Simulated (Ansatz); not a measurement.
Given this structure:

```
Al Ni
1.0
     3.96247    0.00000    0.00000
     0.00000    3.96247    0.00000
     0.00000    0.00000    5.60378
Al Ni
2 6
Cartesian
  1.9812 1.9812 0.0000
  0.0000 0.0000 2.8019
  1.9812 0.0000 4.4653
  0.0000 0.0000 0.0000
  1.9812 0.0000 1.1384
  0.0000 1.9812 1.6634
  1.9812 1.9812 2.8019
  0.0000 1.9812 3.9403
```

### Work out the structure from the coordinates.

The compound is AlNi₃. The symmetry is that of Immm (No. 71), on a body-centred orthorhombic lattice. The cell has 8 atoms, namely 2 Al, 6 Ni.

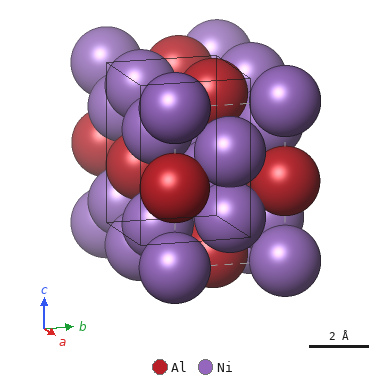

The figure gives a space-filling picture of the atoms, viewed slightly off an axis. The solid frame is a single conventional unit cell within a 2×1×1 block.

The model was built from a structure listed in the Materials Project. The cell was then strained or its atoms displaced on purpose. An electronic-structure calculation with Ansatz was run on it.

At this level of theory the run's own cell isn't at rest (compressed, at 10 GPa and forces up to 3.1 eV/Å), so its distances can differ from those at equilibrium, the more so the softer the solid.
